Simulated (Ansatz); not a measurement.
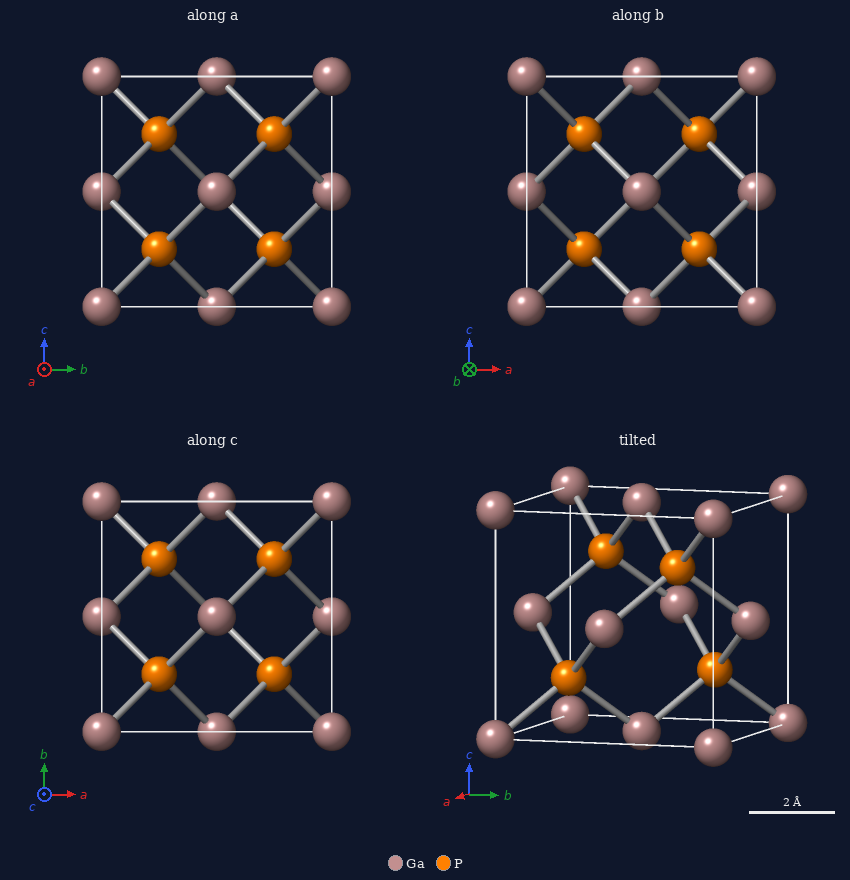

We look at a ball-and-stick model of the crystal along the a axis, along the b axis, along the c axis and slightly off an axis. The frame is the conventional unit cell; atoms at its boundary are shown with their periodic copies.

Lattice parameters: a = 5.4508 Å, b = 5.4508 Å, c = 5.4508 Å, α = 90.000°, β = 90.000°, γ = 90.000°.

Q: Record the structure as a CIF in P1 with every atom of the cell.

A:
```cif
data_structure
_symmetry_space_group_name_H-M 'P 1'
_symmetry_Int_Tables_number 1
_cell_length_a 5.4508
_cell_length_b 5.4508
_cell_length_c 5.4508
_cell_angle_alpha 90.000
_cell_angle_beta 90.000
_cell_angle_gamma 90.000
_cell_volume 161.95
loop_
_atom_site_label
_atom_site_type_symbol
_atom_site_fract_x
_atom_site_fract_y
_atom_site_fract_z
_atom_site_occupancy
Ga1 Ga 0.0000 0.0000 0.0000 1
P1 P 0.2500 0.2500 0.7500 1
Ga2 Ga 0.0000 0.5000 0.5000 1
P2 P 0.2500 0.7500 0.2500 1
Ga3 Ga 0.5000 0.0000 0.5000 1
P3 P 0.7500 0.2500 0.2500 1
Ga4 Ga 0.5000 0.5000 0.0000 1
P4 P 0.7500 0.7500 0.7500 1
```

Origin of the cell: a structure type filled with these elements by a generator (whether the compound takes this form wasn't checked). Earlier steps of the study may have refined or changed the cell and positions. Ansatz was used for an electronic-structure calculation on it.
